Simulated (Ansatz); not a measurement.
**Run report: Al, geometry relaxation**

The run: geometry relaxation of Al (Fm-3m, 8 atoms in the cell). Method and program: DFT PBEsol, scalar-relativistic, plane waves, PAW, no spin polarisation (Ansatz 0.2.0).

The structure derives from a Materials Project entry. It belongs to a series of runs on one base structure; here: 0 of 8 Al sites taken by Tl, cell and atoms relaxed. Figures and captions count atoms from 1; the log counts them from 0 in places.

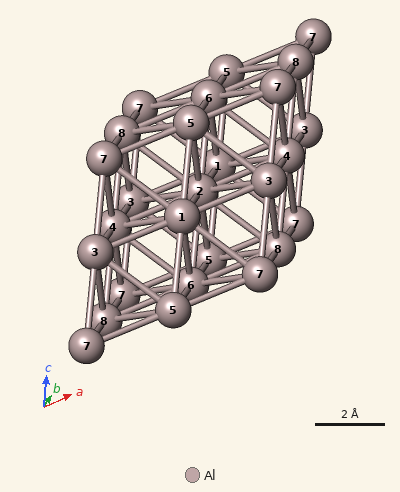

Figure 1. The structure as given in the input (ball-and-stick view of the cell of the calculation, seen slightly off an axis; atoms are numbered from 1 in the order of the input). An atom can appear more than once, as a periodic image.

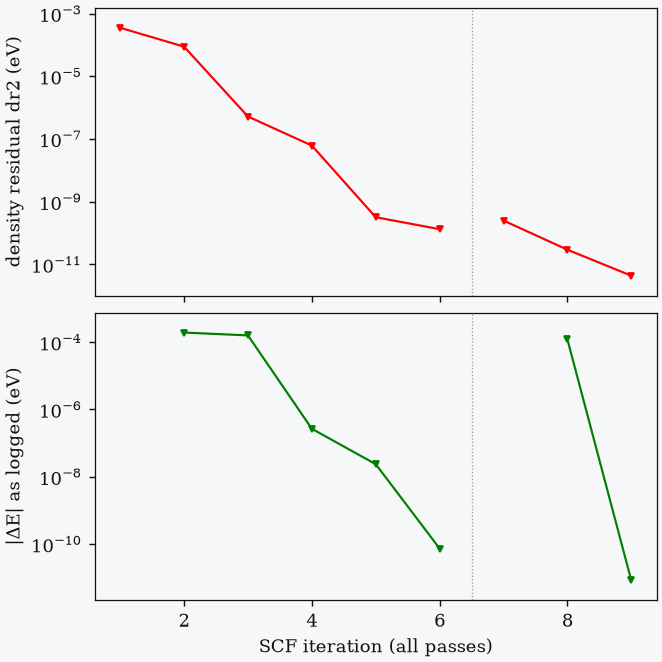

Figure 2. Convergence of the self-consistent field: density residual dr2 and size of the energy change against the SCF iteration. The dotted lines part the SCF passes of the relaxation: geometry steps, rejected trials and re-solves on a re-selected basis. The passes take 6 and 3 iterations.

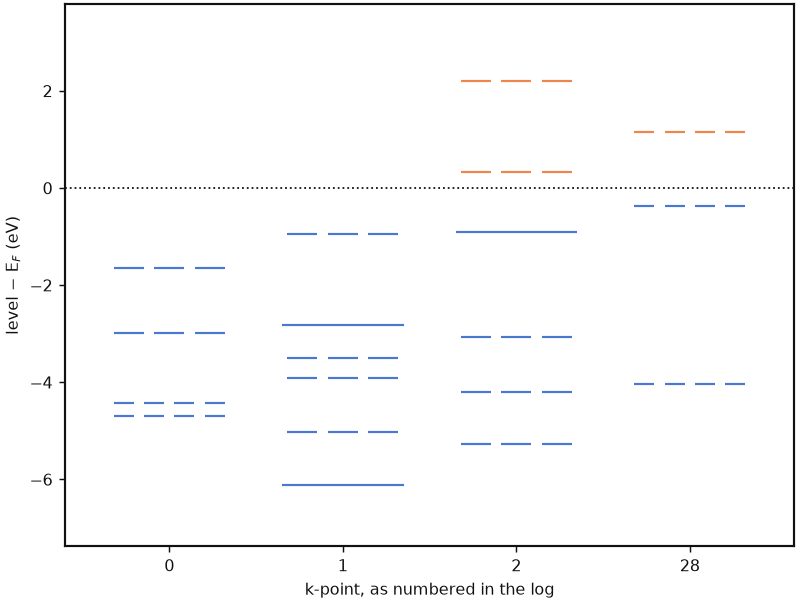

Figure 3. Kohn–Sham levels near the Fermi level (dotted) at the few k-points that the log prints; levels within 0.02 eV of each other stand side by side. The system is metallic on the full mesh.

The input and output of the run follow.

**Input file**
```yaml
crystal:
  lattice:
    - [0.0, 4.0153926002, -4.0153926002]
    - [4.0153926002, 4.0153926002, 0.0]
    - [4.0153926002, 0.0, -4.0153926002]
  atoms:
    - { symbol: Al, position: [0.5, 0.0, 0.5] }
    - { symbol: Al, position: [0.5, 0.5, 0.5] }
    - { symbol: Al, position: [0.0, 0.0, 0.5] }
    - { symbol: Al, position: [0.0, 0.5, 0.5] }
    - { symbol: Al, position: [0.5, 0.0, 0.0] }
    - { symbol: Al, position: [0.5, 0.5, 0.0] }
    - { symbol: Al, position: [0.0, 0.0, 0.0] }
    - { symbol: Al, position: [0.0, 0.5, 0.0] }
basis:
  ecutwfc: 420
kpoints:
  mp_grid: { grid: [8, 8, 8] }
hamiltonian:
  xc: pbesol
scf:
  occupations: { method: gaussian, width: 0.1 }
output:
  forces: true
  stress: true
  eigenvalues: true
relax:
  adjacent_minimum: "off"
  f_tol: 0.015
  max_steps: 60
  cell: { stress_tol: 0.15 }
```

Launched with:
```bash
ansatz run input.yaml --threads 1 --pin off --max-ram 2560MiB --backend cpu --events-out ev --progress --plain --runs-dir out
```

**Log**
```
Engine: ansatz 0.2.0, x86_64-unknown-linux-gnu
Pseudopotentials: kind: paw
Pseudopotential: Al, paw, valence charge 3, recommended cutoff 420 eV (normal), Al.paw.azcp
Functional definition: PBEsol
  exchange = pbesol_x
  correlation = pbesol_c
Crystal: 8 atoms, lattice volume = 129.483 Å³
Basis set: ecut = 420 eV, 2637 PW (Γ), exchange–correlation on 80×80×80 points (8 copies of the dense FFT grid, shifted against one another)
Bands: 20, of which v1, the nominal top of the filled ones, is band 12 counted from 1 (11 counted from 0)
Symmetry: 384 space group operations
Space group: Fm-3m (ITA 225), of the structure as read, at distance tolerance 5.1e-5 Å
k-points: 29 of 512
Non-local potential: Al, projectors of the file, l = 0: 2, l = 1: 2, l = 2: 1
PAW form: soft (Blöchl's): semilocal exchange-correlation on the pseudo side does not see the compensation charge
PAW frozen core: Al, regenerated for the run's functional, and the local potential with it (the file was generated under x = pbe(κ = 0.804, μ = 0.2195149727645171), c = pbe(β = 0.06672455060314922))
PAW one-centre angular grid: Al, 110 points (default); XC on 64 Gauss nodes
Initial density: superposition of atomic densities (neutral atoms: chi_scale 0, normalization atom), corrected by the library's trained network
Initial wavefunctions: pseudopotential atomic-orbital guess
Functional: x = pbesol(κ = 0.804, μ = 0.12345679012345678), c = pbesol(β = 0.046)
SCF iter   1: F=—  HF=-4196.436092 eV  |F-HF|=—  |Δ(HF+E_count)|=         —  Δρ=7.55e-4  dr2=3.51e-4  ethr=1.77e-3  ⟨swp⟩=6.4  Hψ=3242  notcnv=0
preconditioner: auto → none  [insulator: Δε(μ)=0.120 eV  Ē_g=6.865 eV  σ=0.100 eV  W_gap=0.58  n_scr=14 (ndim 8)  ℏωp=16.0 eV  f_vac=0.000  D(μ)=1.91/eV (n_scr^D=14)  ε∞_Penn≈6.4]
SCF iter   2: F=—  HF=-4196.436282 eV  |F-HF|=—  |Δ(HF+E_count)|=   1.91e-4  Δρ=3.79e-4  dr2=8.76e-5  ethr=1.46e-6  ⟨swp⟩=1.9  Hψ=981  notcnv=0  defer=1
SCF iter   3: F=—  HF=-4196.436439 eV  |F-HF|=—  |Δ(HF+E_count)|=   1.57e-4  Δρ=1.95e-5  dr2=5.18e-7  ethr=3.65e-7  ⟨swp⟩=1.0  Hψ=514  notcnv=0  defer=1
iter 4 did not close the SCF: its close was put off for the readings that it lacked (scf_convergence_deferred on its scf_iter line)
SCF iter   4: F=-4196.436439 eV  HF=-4196.436439 eV  |F-HF|=2.67e-8  |Δ(HF+E_count)|=   2.64e-7  Δρ=6.92e-6  dr2=6.13e-8  ethr=2.16e-9  ⟨swp⟩=2.2  Hψ=830  notcnv=0  defer=1
iter 5 did not close the SCF: its close was put off for the readings that it lacked (scf_convergence_deferred on its scf_iter line)
SCF iter   5: F=-4196.436439 eV  HF=-4196.436439 eV  |F-HF|=1.55e-10  |Δ(HF+E_count)|=   2.34e-8  Δρ=5.21e-7  dr2=3.17e-10  ethr=2.55e-10  ⟨swp⟩=2.1  Hψ=863  notcnv=0  defer=1
SCF iter   6: F=-4196.436439 eV  HF=-4196.436439 eV  |F-HF|=6.46e-11  |Δ(HF+E_count)|=  7.28e-11  Δρ=3.11e-7  dr2=1.32e-10  ethr=1.32e-12  ⟨swp⟩=4.4  Hψ=1820  notcnv=0
SCF 1 converged in 6 iterations: F = -4196.436439 eV  dr2 = 1.32e-10
  greatest PAW one-centre occupation: 0.450 electrons in one spin orbital (limit 2), on the Al atom at site 7 (counted from 0), in its partial waves of l = 0
relax step   1: F+E_penalty+E_count = -4196.43643858 eV  Δ(F+E_penalty+E_count) = +0.000e0 eV  max|allowed force component| = 6.313e-31 eV/Å  Δτ_max = 0.0000 Å  P = -0.044 GPa  Ω = 129.483 Å³  (6 SCF iters, dr2 threshold 1.00e-7 eV, accepted)
Initial density: handed on by an earlier stage of this run
Initial wavefunctions: pseudopotential atomic-orbital guess (no wavefunctions were taken with the density)
iter 1 solved again at ethr=9.32e-9 eV; its pass at ethr=3.10e-3 eV (dr2=2.24e-6 eV) is discarded
SCF iter   1: F=—  HF=-4196.436319 eV  |F-HF|=—  |Δ(HF+E_count)|=         —  Δρ=5.22e-7  dr2=2.48e-10  ethr=9.32e-9  ⟨swp⟩=2.9  Hψ=4748  notcnv=0
preconditioner: auto → none  [insulator: Δε(μ)=0.121 eV  Ē_g=6.864 eV  σ=0.100 eV  W_gap=0.58  n_scr=14 (ndim 8)  ℏωp=16.0 eV  f_vac=0.000  D(μ)=1.91/eV (n_scr^D=14)  ε∞_Penn≈6.4]
SCF iter   2: F=—  HF=-4196.436439 eV  |F-HF|=—  |Δ(HF+E_count)|=   1.19e-4  Δρ=1.80e-7  dr2=2.92e-11  ethr=1.03e-12  ⟨swp⟩=7.0  Hψ=2609  notcnv=0
SCF iter   3: F=-4196.436439 eV  HF=-4196.436439 eV  |F-HF|=0.00e0  |Δ(HF+E_count)|=  8.19e-12  Δρ=7.56e-8  dr2=4.32e-12  ethr=1.00e-12  ⟨swp⟩=2.0  Hψ=1616  notcnv=0
SCF 2 converged in 3 iterations: F = -4196.436439 eV  dr2 = 4.32e-12
relax step   2: F+E_penalty+E_count = -4196.43643858 eV  Δ(F+E_penalty+E_count) = -6.366e-12 eV  max|allowed force component| = 3.346e-31 eV/Å  Δτ_max = 0.0000 Å  P = -0.044 GPa  Ω = 129.483 Å³  stress off target by 4.38e-2 GPa  SCF on the basis re-selected at this cell (its energy is not comparable with the rows above)  (3 SCF iters)
basis re-selected at this cell: Δ(F+E_penalty+E_count) = -6.366e-12 eV, ΔP = -0.000 GPa vs the last step (what re-selecting the basis moved, of the pressure what is left beyond the Pulay correction that the steps carried, after the strain that the cell walked since its last selection, with what the two solves' SCF thresholds leave and, on support functions, any second-order correction that the steps lacked; it is no measure of the basis error at this ecutwfc). This SCF's stress stands 4.38e-2 GPa from its target on what of the cell is left free (relax.cell.stress_tol is 1.50e-1 GPa) and its largest allowed force component is 3.35e-31 eV/Å (relax.f_tol is 1.50e-2 eV/Å): within both
SCF converged after 3 iterations
Free energy (F): -4196.436439 eV
Harris-Foulkes:  -4196.436439 eV  (|F-HF|=0.00e0)
Internal energy: -4196.426874 eV  (E = F + TS)
E sigma→0 (E₀):  -4196.431656 eV
Entropy (-TS):   -0.009565 eV (-1.196 meV/atom)
Fermi energy:    8.118821 eV
--- Per-component energies (eV) ---
  E_band       = 86.652260
  E_kinetic    = 184.864467
  E_local      = 80.494474  (includes V_loc(G=0)·N_el)
  E_nonlocal   = 83.199489
  E_hartree    = 0.850110
  E_xc         = -316.185955
  E_vxc        = -234.497529  (∫ρ·V_xc dr)
  E_paw        = -3637.896796  (= ΣΔE_a)
  E_vpaw       = -29.108845  (= ΣTr[D̂ρ^β])
  E_aug_tail   = -0.000020  (compensation charges beyond the density's cutoff)
  E_ewald      = -591.905754
  E_core_change = 0.153112  (= ΣΔE_core)
  E_smearing   = -0.009565  (= −TS)
  E_closure    = 0.000000  (closes the sum)
  Σ components = -4196.436439   (vs F -4196.436439, Δ=0.00e0)
--- Forces (eV/Å), atoms counted from 1 ---
  atom   1  Al     0.00000000     0.00000000    -0.00000000
  atom   2  Al     0.00000000     0.00000000     0.00000000
  atom   3  Al     0.00000000     0.00000000     0.00000000
  atom   4  Al     0.00000000     0.00000000     0.00000000
  atom   5  Al     0.00000000     0.00000000    -0.00000000
  atom   6  Al     0.00000000     0.00000000    -0.00000000
  atom   7  Al     0.00000000     0.00000000    -0.00000000
  atom   8  Al     0.00000000     0.00000000     0.00000000
  max |Σ_I F_I| component: 3.42e-30 eV/Å
--- Stress (GPa, compression-positive) ---
       -0.043821      -0.000000      -0.000000
        0.000000      -0.043821       0.000000
       -0.000000      -0.000000      -0.043821
  P = ⅓ Tr σ = -0.0438 GPa (-0.438 kbar)
--- Band table (eV; the first three rows and the last of 29) ---
  k-point 0: bands = ["-3.1699", "3.4214", "3.4214", "3.4214", "3.4214", "3.6833", "3.6833", "3.6833", "3.6833", "5.1249", "5.1249", "5.1249", "6.4713", "6.4713", "6.4713", "13.3216", "13.3216", "13.3216", "13.7601", "13.7601"]
  k-point 1: bands = ["-3.0625", "1.9989", "3.0902", "3.0902", "3.0902", "4.2169", "4.2169", "4.2169", "4.6144", "4.6144", "4.6144", "5.2938", "7.1772", "7.1772", "7.1772", "11.9412", "11.9412", "11.9412", "13.8511", "13.8511"]
  k-point 2: bands = ["-2.7406", "0.6468", "2.8553", "2.8553", "2.8553", "3.9113", "3.9113", "3.9113", "5.0572", "5.0572", "5.0572", "7.2087", "8.4552", "8.4552", "8.4552", "10.3176", "10.3176", "10.3176", "14.1238", "14.1238"]
  k-point 28: bands = ["-0.3329", "-0.3329", "-0.3329", "-0.3329", "4.0775", "4.0775", "4.0775", "4.0775", "7.7432", "7.7432", "7.7432", "7.7432", "9.2628", "9.2628", "9.2628", "9.2628", "11.9486", "11.9486", "11.9486", "11.9486"]
--- Relaxed structure (1 steps of the walk, 1 accepted, 1 SCFs on fresh bases) ---
  F+E_penalty+E_count = -4196.43643858 eV   max|allowed force component| = 3.346e-31 eV/Å   (the final SCF, on the basis selected at the relaxed cell)
  cell:  # Å, volume = 129.4834 Å³
    - [0.0, 4.0153926002, -4.0153926002]
    - [4.0153926002, 4.0153926002, 0.0]
    - [4.0153926002, 0.0, -4.0153926002]
  atoms:
    - { symbol: Al, position: [0.5, 0.0, 0.5] }
    - { symbol: Al, position: [0.5, 0.5, 0.5] }
    - { symbol: Al, position: [0.0, 0.0, 0.5] }
    - { symbol: Al, position: [0.0, 0.5, 0.5] }
    - { symbol: Al, position: [0.5, 0.0, 0.0] }
    - { symbol: Al, position: [0.5, 0.5, 0.0] }
    - { symbol: Al, position: [0.0, 0.0, 0.0] }
    - { symbol: Al, position: [0.0, 0.5, 0.0] }
```

**Trajectory as extended XYZ (Å, eV, eV/Å), 2 frames, from step=1 to step=2**
```
8
Lattice="0.0000 4.0154 -4.0154 4.0154 4.0154 0.0000 4.0154 0.0000 -4.0154" Properties=species:S:1:pos:R:3:forces:R:3 step=1 energy=-4196.43644 pressure_GPa=-0.04
Al    2.0077    2.0077   -4.0154    0.0000   0.0000   0.0000
Al    4.0154    4.0154   -4.0154    0.0000   0.0000   0.0000
Al    2.0077    0.0000   -2.0077    0.0000   0.0000   0.0000
Al    4.0154    2.0077   -2.0077    0.0000   0.0000   0.0000
Al    0.0000    2.0077   -2.0077    0.0000   0.0000   0.0000
Al    2.0077    4.0154   -2.0077    0.0000   0.0000   0.0000
Al    0.0000    0.0000    0.0000    0.0000   0.0000   0.0000
Al    2.0077    2.0077    0.0000    0.0000   0.0000   0.0000
8
Lattice="0.0000 4.0154 -4.0154 4.0154 4.0154 0.0000 4.0154 0.0000 -4.0154" Properties=species:S:1:pos:R:3:forces:R:3 step=2 energy=-4196.43644 pressure_GPa=-0.04
Al    2.0077    2.0077   -4.0154    0.0000   0.0000   0.0000
Al    4.0154    4.0154   -4.0154    0.0000   0.0000   0.0000
Al    2.0077    0.0000   -2.0077    0.0000   0.0000   0.0000
Al    4.0154    2.0077   -2.0077    0.0000   0.0000   0.0000
Al    0.0000    2.0077   -2.0077    0.0000   0.0000   0.0000
Al    2.0077    4.0154   -2.0077    0.0000   0.0000   0.0000
Al    0.0000    0.0000    0.0000    0.0000   0.0000   0.0000
Al    2.0077    2.0077    0.0000    0.0000   0.0000   0.0000
```

**Key numbers**

- outcome: converged
- space group (tolerance 0.01 Å): Fm-3m (225)
- electrons treated: 24
- free energy: −4196.4364 eV
- Fermi energy: 8.119 eV
- gap on the k-point mesh: none (metallic)
- pressure: −0.04 GPa
- final volume: 129.48 Å³
- largest force (length of the vector) at the end: under 0.001 eV/Å
- final cell: a = 5.679 Å, b = 5.679 Å, c = 5.679 Å, α = 60.00°, β = 60.00°, γ = 60.00°
- hardware: 1 thread of Intel Xeon @ 2.90GHz (Ice Lake), 32 GiB of memory available, shared host
- wall time: 6.7 s
- peak memory: 0.45 GiB
